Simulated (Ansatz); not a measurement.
# Two runs on SnO₂

System: SnO₂ (P2₁, 6 atoms in the cell).
Method of run 1: DFT PBEsol+D3(BJ), scalar-relativistic, plane waves, PAW, PAW set soft_1, no spin polarisation (Ansatz 0.2.0).

The structure derives from a Materials Project entry. Text and figures count atoms from 1; the logs count them from 0 in places.

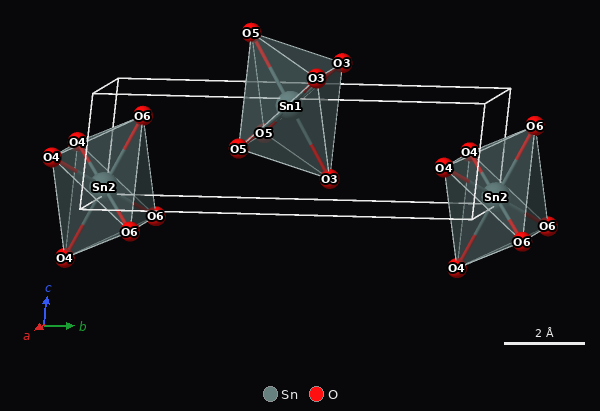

Fig. 1: The structure as given in the input (polyhedral view of the cell of the calculation, set on other vectors, seen slightly off an axis; polyhedra are completed across the faces of the cell; atoms are numbered from 1 in the order of the input). An atom can appear more than once, as a periodic image.

### The input, run 1
```yaml
crystal:
  lattice:
    - [3.1779419946, 0.0, 0.0]
    - [-1.5889709973, 2.7521784991, 0.0]
    - [0.0, 0.0, 10.1134263721]
  atoms:
    - { symbol: Sn, position: [-0.1024303573, -0.0749842258, 0.5] }
    - { symbol: Sn, position: [0.1024303573, 0.0749842258, 0.0] }
    - { symbol: O, position: [0.5627820105, 0.2572844869, 0.4003665319] }
    - { symbol: O, position: [0.7705513228, 0.4093821798, 0.0996334681] }
    - { symbol: O, position: [0.2294486772, 0.5906178202, 0.5996334681] }
    - { symbol: O, position: [0.4372179895, 0.7427155131, 0.9003665319] }
basis:
  ecutwfc: 520.0
kpoints:
  mp_grid: { grid: [12, 12, 4] }
hamiltonian:
  xc: pbesol
  pseudopotentials: { kind: paw, azcp: { folder: soft_1 } }
  dispersion: d3bj
scf:
  occupations: { method: gaussian, width: 0.05 }
output:
  forces: true
  stress: true
  eigenvalues: true
```

Command:
```bash
ansatz run input.yaml --threads 2 --pin off --max-ram 4096MiB --backend cpu --events-out ev --progress --plain --runs-dir out
```

Hardware: 2 threads of Arm Neoverse N1, 98 GiB of memory available, shared host.

### Output, shortened to warnings, some set-up lines, iterations and results (run 1)
```
Warning: [file] the record states the generating functional pbe (its physics header spells it `PBE`), which answers neither for hamiltonian.xc's functional nor for the pbesol family's — results may be inconsistent (PPs are generated against a specific XC)
Warning: [file] the record states the generating functional pbe (its physics header spells it `PBE`), which answers neither for hamiltonian.xc's functional nor for the pbesol family's — results may be inconsistent (PPs are generated against a specific XC)
Basis set: ecut = 520 eV, 2371 PW (Γ), exchange–correlation on 48×48×160 points (8 copies of the dense FFT grid, shifted against one another)
Symmetry: 2 space group operations
k-points: 222 of 576 (time reversal used)
Initial density: superposition of atomic densities (chi_scale 0.1, normalization cell, long waves kept (reshape's long-wave potential 0.13 eV rms))
[...]
SCF iter   1: F=—  HF=-14143.708344 eV  |F-HF|=—  |Δ(HF+E_count)|=         —  Δρ=5.78e-2  dr2=2.47e0  ethr=3.10e-3  ⟨swp⟩=6.5  Hψ=33681  notcnv=0
SCF iter   2: F=—  HF=-14143.180798 eV  |F-HF|=—  |Δ(HF+E_count)|=   5.28e-1  Δρ=2.99e-2  dr2=6.11e-1  ethr=3.10e-3  ⟨swp⟩=3.0  Hψ=15582  notcnv=0  defer=427
SCF iter   3: F=—  HF=-14143.059438 eV  |F-HF|=—  |Δ(HF+E_count)|=   1.21e-1  Δρ=8.72e-3  dr2=8.24e-2  ethr=1.18e-3  ⟨swp⟩=3.1  Hψ=12896  notcnv=0  defer=206
SCF iter   4: F=—  HF=-14143.049398 eV  |F-HF|=—  |Δ(HF+E_count)|=   1.00e-2  Δρ=2.57e-3  dr2=4.79e-3  ethr=1.58e-4  ⟨swp⟩=2.0  Hψ=10394  notcnv=0  defer=206
SCF iter   5: F=—  HF=-14143.054032 eV  |F-HF|=—  |Δ(HF+E_count)|=   4.63e-3  Δρ=8.26e-4  dr2=6.32e-4  ethr=9.21e-6  ⟨swp⟩=2.0  Hψ=9916  notcnv=0  defer=206
SCF iter   6: F=—  HF=-14143.055659 eV  |F-HF|=—  |Δ(HF+E_count)|=   1.63e-3  Δρ=1.29e-4  dr2=1.79e-5  ethr=1.22e-6  ⟨swp⟩=2.0  Hψ=10886  notcnv=0  defer=206
SCF iter   7: F=—  HF=-14143.055767 eV  |F-HF|=—  |Δ(HF+E_count)|=   1.09e-4  Δρ=2.83e-5  dr2=7.10e-7  ethr=3.44e-8  ⟨swp⟩=3.2  Hψ=15340  notcnv=0  defer=206
SCF iter   8: F=—  HF=-14143.055769 eV  |F-HF|=—  |Δ(HF+E_count)|=   2.13e-6  Δρ=1.23e-5  dr2=1.13e-7  ethr=1.92e-10  ⟨swp⟩=12.8  Hψ=38286  notcnv=0
SCF iter   9: F=—  HF=-14143.055769 eV  |F-HF|=—  |Δ(HF+E_count)|=   4.01e-8  Δρ=1.31e-5  dr2=1.30e-7  ethr=1.92e-10  ⟨swp⟩=6.6  Hψ=28906  notcnv=0
SCF iter  10: F=-14143.055769 eV  HF=-14143.055769 eV  |F-HF|=1.24e-8  |Δ(HF+E_count)|=   1.55e-8  Δρ=4.78e-6  dr2=1.76e-8  ethr=1.92e-10  ⟨swp⟩=4.0  Hψ=25420  notcnv=0
SCF 1 converged in 10 iterations: F = -14143.055769 eV  dr2 = 1.76e-8
SCF converged after 10 iterations
Free energy (F): -14143.055769 eV
Harris-Foulkes:  -14143.055769 eV  (|F-HF|=1.24e-8)
Internal energy: -14143.055769 eV  (E = F + TS)
E sigma→0 (E₀):  -14143.055769 eV
Fermi energy:    6.879081 eV
--- Per-component energies (eV) ---
  E_band       = -285.360434
  E_kinetic    = 1013.567697
  E_local      = -4704.480712  (includes V_loc(G=0)·N_el)
  E_nonlocal   = 505.615522
  E_hartree    = 2126.158354
  E_xc         = -530.734394
  E_vxc        = -522.398018  (∫ρ·V_xc dr)
  E_paw        = -9226.992882  (= ΣΔE_a)
  E_vpaw       = -829.981609  (= ΣTr[D̂ρ^β])
  E_aug_tail   = 0.000987  (compensation charges beyond the density's cutoff)
  E_ewald      = -3325.977263
  E_disp       = -0.923909  (pairwise vdW)
  E_core_change = 0.710831  (= ΣΔE_core)
  E_smearing   = -0.000000  (= −TS)
  E_closure    = 0.000000  (closes the sum)
  Σ components = -14143.055769   (vs F -14143.055769, Δ=0.00e0)
--- Forces (eV/Å), atoms counted from 1 ---
  atom   1  Sn    -0.04813289    -0.04812008     0.00133613
  atom   2  Sn     0.04813289     0.04812008     0.00133613
  atom   3  O     -0.00314021    -0.00010884    -0.01886505
  atom   4  O     -0.00250029     0.00034906     0.01751208
  atom   5  O      0.00250029    -0.00034906     0.01751208
  atom   6  O      0.00314021     0.00010884    -0.01886505
  max |Σ_I F_I| component: 3.37e-5 eV/Å
--- Stress (GPa, compression-positive) ---
        0.069784       0.066499      -0.000000
        0.066499       0.074651       0.000000
       -0.000000       0.000000      -0.526004
  P = ⅓ Tr σ = -0.1272 GPa (-1.272 kbar)
```

The input of run 2 differs as follows (lines with − go, lines with + come):
```diff
-    - { symbol: Sn, position: [-0.1024303573, -0.0749842258, 0.5] }
-    - { symbol: Sn, position: [0.1024303573, 0.0749842258, 0.0] }
-    - { symbol: O, position: [0.5627820105, 0.2572844869, 0.4003665319] }
-    - { symbol: O, position: [0.7705513228, 0.4093821798, 0.0996334681] }
-    - { symbol: O, position: [0.2294486772, 0.5906178202, 0.5996334681] }
-    - { symbol: O, position: [0.4372179895, 0.7427155131, 0.9003665319] }
+    - { symbol: Sn, position: [-0.1399403833, -0.1500042777, 0.5] }
+    - { symbol: Sn, position: [0.1399403833, 0.1500042777, 0.0] }
+    - { symbol: O, position: [0.5247394199, 0.1811993056, 0.4003665319] }
+    - { symbol: O, position: [0.8085939134, 0.485467361, 0.0996334681] }
+    - { symbol: O, position: [0.1914060866, 0.514532639, 0.5996334681] }
+    - { symbol: O, position: [0.4752605801, 0.8188006944, 0.9003665319] }
```

What does this change do to the results?

With the same functional and potentials, run 2 lies 4.1 meV per atom lower. The gap on the mesh goes from 2.20 to 2.25 eV. The largest force goes from 0.068 to 0.105 eV/Å. The SCF takes 9 iterations against 10.

### Output, shortened to warnings, some set-up lines, iterations and results (run 2)
```
Warning: [file] the record states the generating functional pbe (its physics header spells it `PBE`), which answers neither for hamiltonian.xc's functional nor for the pbesol family's — results may be inconsistent (PPs are generated against a specific XC)
Warning: [file] the record states the generating functional pbe (its physics header spells it `PBE`), which answers neither for hamiltonian.xc's functional nor for the pbesol family's — results may be inconsistent (PPs are generated against a specific XC)
Basis set: ecut = 520 eV, 2371 PW (Γ), exchange–correlation on 48×48×160 points (8 copies of the dense FFT grid, shifted against one another)
Symmetry: 2 space group operations
k-points: 222 of 576 (time reversal used)
Initial density: superposition of atomic densities (chi_scale 0.1, normalization cell, long waves kept (reshape's long-wave potential 0.13 eV rms))
[...]
SCF iter   1: F=—  HF=-14143.726762 eV  |F-HF|=—  |Δ(HF+E_count)|=         —  Δρ=5.78e-2  dr2=2.46e0  ethr=3.10e-3  ⟨swp⟩=6.5  Hψ=33726  notcnv=0
SCF iter   2: F=—  HF=-14143.203233 eV  |F-HF|=—  |Δ(HF+E_count)|=   5.24e-1  Δρ=2.99e-2  dr2=6.06e-1  ethr=3.10e-3  ⟨swp⟩=3.0  Hψ=15582  notcnv=0  defer=428
SCF iter   3: F=—  HF=-14143.084472 eV  |F-HF|=—  |Δ(HF+E_count)|=   1.19e-1  Δρ=8.69e-3  dr2=8.10e-2  ethr=1.16e-3  ⟨swp⟩=3.1  Hψ=12892  notcnv=0  defer=206
SCF iter   4: F=—  HF=-14143.074539 eV  |F-HF|=—  |Δ(HF+E_count)|=   9.93e-3  Δρ=2.54e-3  dr2=4.52e-3  ethr=1.56e-4  ⟨swp⟩=2.0  Hψ=10392  notcnv=0  defer=206
SCF iter   5: F=—  HF=-14143.078813 eV  |F-HF|=—  |Δ(HF+E_count)|=   4.27e-3  Δρ=8.07e-4  dr2=5.79e-4  ethr=8.70e-6  ⟨swp⟩=2.0  Hψ=9902  notcnv=0  defer=206
SCF iter   6: F=—  HF=-14143.080232 eV  |F-HF|=—  |Δ(HF+E_count)|=   1.42e-3  Δρ=1.23e-4  dr2=1.65e-5  ethr=1.11e-6  ⟨swp⟩=2.0  Hψ=10818  notcnv=0  defer=206
SCF iter   7: F=—  HF=-14143.080330 eV  |F-HF|=—  |Δ(HF+E_count)|=   9.84e-5  Δρ=4.18e-5  dr2=1.44e-6  ethr=3.17e-8  ⟨swp⟩=3.1  Hψ=15320  notcnv=0  defer=206
SCF iter   8: F=—  HF=-14143.080333 eV  |F-HF|=—  |Δ(HF+E_count)|=   2.31e-6  Δρ=6.33e-5  dr2=3.05e-6  ethr=2.77e-9  ⟨swp⟩=3.1  Hψ=12055  notcnv=0  defer=206
SCF iter   9: F=-14143.080332 eV  HF=-14143.080332 eV  |F-HF|=2.68e-9  |Δ(HF+E_count)|=   4.95e-7  Δρ=6.19e-6  dr2=2.73e-8  ethr=1.92e-10  ⟨swp⟩=11.4  Hψ=38901  notcnv=0
SCF 1 converged in 9 iterations: F = -14143.080332 eV  dr2 = 2.73e-8
SCF converged after 9 iterations
Free energy (F): -14143.080332 eV
Harris-Foulkes:  -14143.080332 eV  (|F-HF|=2.68e-9)
Internal energy: -14143.080332 eV  (E = F + TS)
E sigma→0 (E₀):  -14143.080332 eV
Fermi energy:    6.848293 eV
--- Per-component energies (eV) ---
  E_band       = -285.852264
  E_kinetic    = 1013.491799
  E_local      = -4702.625181  (includes V_loc(G=0)·N_el)
  E_nonlocal   = 505.609485
  E_hartree    = 2125.006094
  E_xc         = -530.700999
  E_vxc        = -522.353243  (∫ρ·V_xc dr)
  E_paw        = -9226.998948  (= ΣΔE_a)
  E_vpaw       = -829.989573  (= ΣTr[D̂ρ^β])
  E_aug_tail   = 0.000986  (compensation charges beyond the density's cutoff)
  E_ewald      = -3326.650577
  E_disp       = -0.923821  (pairwise vdW)
  E_core_change = 0.710831  (= ΣΔE_core)
  E_smearing   = -0.000000  (= −TS)
  E_closure    = 0.000000  (closes the sum)
  Σ components = -14143.080332   (vs F -14143.080332, Δ=0.00e0)
--- Forces (eV/Å), atoms counted from 1 ---
  atom   1  Sn    -0.04706888    -0.09422763    -0.00111415
  atom   2  Sn     0.04706888     0.09422763    -0.00111415
  atom   3  O      0.00297322     0.01872289    -0.03680457
  atom   4  O     -0.01279215    -0.01193344     0.03793832
  atom   5  O      0.01279215     0.01193344     0.03793832
  atom   6  O     -0.00297322    -0.01872289    -0.03680457
  max |Σ_I F_I| component: 3.92e-5 eV/Å
--- Stress (GPa, compression-positive) ---
        0.094847       0.115755      -0.000000
        0.115755       0.256684       0.000000
       -0.000000       0.000000      -1.061499
  P = ⅓ Tr σ = -0.2367 GPa (-2.367 kbar)
```

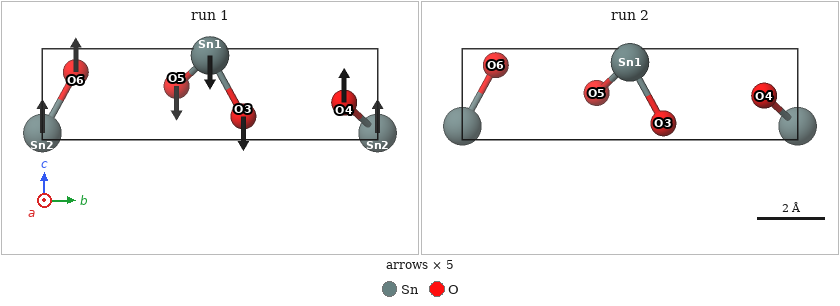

Fig. 2: The two input geometries at one scale (ball-and-stick view of the cell of the calculation, set on other vectors, along the a axis). The black arrows on the first give the shifts of the atoms relative to the cell, with their mean removed, magnified 5 times. The largest moves, 0.21 Å, are those of Sn1, Sn2, O3, O4, O5 and O6. Largest moves by element: O 0.21 Å, Sn 0.21 Å. (The mean shift of all atoms is removed.) The lattice vectors keep their values.

### The two runs side by side

| quantity | run 1 | run 2 |
| --- | --- | --- |
| outcome | converged | converged |
| free energy per atom (eV) | −2357.1760 | −2357.1801 |
| gap on the mesh (eV) | 2.20 | 2.25 |
| pressure (GPa) | −0.13 | −0.24 |
| largest force (eV/Å) | 0.068 | 0.105 |
| SCF iterations | 10 | 9 |
| irreducible k-points | 222 | 222 |
| plane waves at Γ | 2371 | 2371 |
| wall time (shared host) | 91 s | 77 s |

For both runs: Warnings: the PAW datasets were made with another functional.
